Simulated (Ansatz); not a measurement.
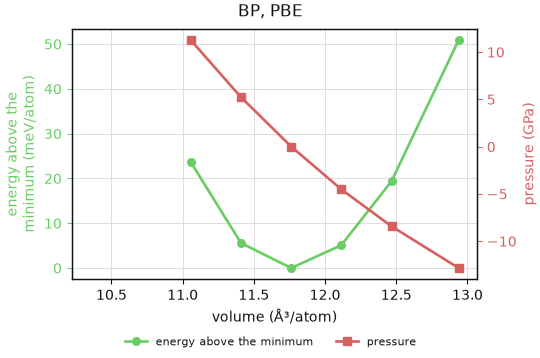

The plot gives the computed energy above the minimum and pressure against volume for BP, space group F-43m (No. 216) (cell built by us, not taken from a database).

Cell as given: a = 3.216 Å, b = 3.216 Å, c = 3.216 Å, α = 60.00°, β = 60.00°, γ = 60.00°; 2 atoms.

Calculation (Ansatz 0.2.0): third-order Birch-Murnaghan fit to density functional energies at scaled volumes of the given relaxed cell, shape and atoms relaxed at each volume; energies count from the fitted minimum; plane waves with PAW datasets, Γ-centred k mesh. Level: PBE, no spin polarisation.

wave cutoff 420 eV; k mesh 10×10×10; occupations Gaussian; smearing width 0.02 eV.

The points at volume 10.350 Å³/atom and 10.703 Å³/atom are left out of the plot. What values does the calculation give there?

```csv
volume (Å³/atom),energy above the minimum (meV/atom),pressure (GPa)
10.350,104.9,26.35
10.703,56.0,18.27
```

Caveats: a crossing between the sampled k points may be missed.
